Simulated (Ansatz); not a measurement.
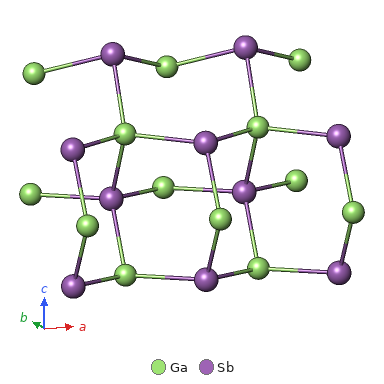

System: H2 on a slab of content GaSb. The picture shows the clean slab (repeated in the plane, vacuum cut away).

Starting cell:
```yaml
crystal:
  lattice:
    - [4.32130, 0.00000, 0.00000]
    - [0.00000, 6.11120, 0.00000]
    - [0.00000, 0.00000, 23.48190]
  atoms:
    - { symbol: Ga, position: [0.50000, 0.50000, 0.36198] }
    - { symbol: Sb, position: [0.00000, 0.25000, 0.36198] }
    - { symbol: Ga, position: [0.00000, 0.00000, 0.45399] }
    - { symbol: Sb, position: [0.50000, 0.75000, 0.45399] }
    - { symbol: Ga, position: [0.50000, 0.50815, 0.55137] }
    - { symbol: Sb, position: [0.00000, 0.25961, 0.54530] }
    - { symbol: Ga, position: [0.00000, 0.94002, 0.61879] }
    - { symbol: Sb, position: [0.50000, 0.72573, 0.64926] }
```

Calculation (Ansatz 0.2.0): adsorption at several starting sites on a slab cut from the named crystal, one adsorbate a surface cell, the lower planes held, the adsorption energy counts from the clean slab and the free, spin-polarised adsorbate, negative where bound, plane waves with PAW datasets, Γ-centred k mesh. Level: PBEsol, no spin polarisation.

crystal formula GaSb; crystal space group number 216; Miller index h 1; Miller index k 1; Miller index l 0; top plane GaSb; bottom plane GaSb; planes 4; surface cell (1, 1); slab thickness as cut 6.48 Å; vacuum 17 Å; surface area 26.41 Å²; wave cutoff 420 eV; k mesh 7×5×1; occupations Gaussian; smearing width 0.1 eV; boundary dipole corrected; adsorbate H2.

Sites are named by a rule of distances and placed in fractions of the cell vectors a and b; the slab's top layers relax too; key: 1 = top site at (0.50, 0.73); 2 = hollow site at (0.00, 0.46).

Describe the result: the adsorption energy of each starting site.

Among these starts the lowest is no. 2, at −0.044 eV; no. 1 is 0.029 eV higher.

| starting site | adsorption energy (eV) |
| --- | --- |
| no. 1 | −0.015 |
| no. 2 | −0.044 |

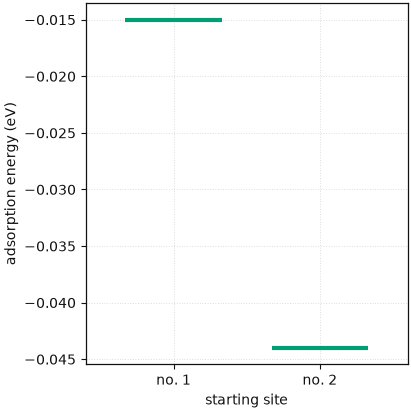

Note: a crossing between the sampled k points may be missed; odd k mesh can miss points on the zone edge; xc potential rough in thin density.
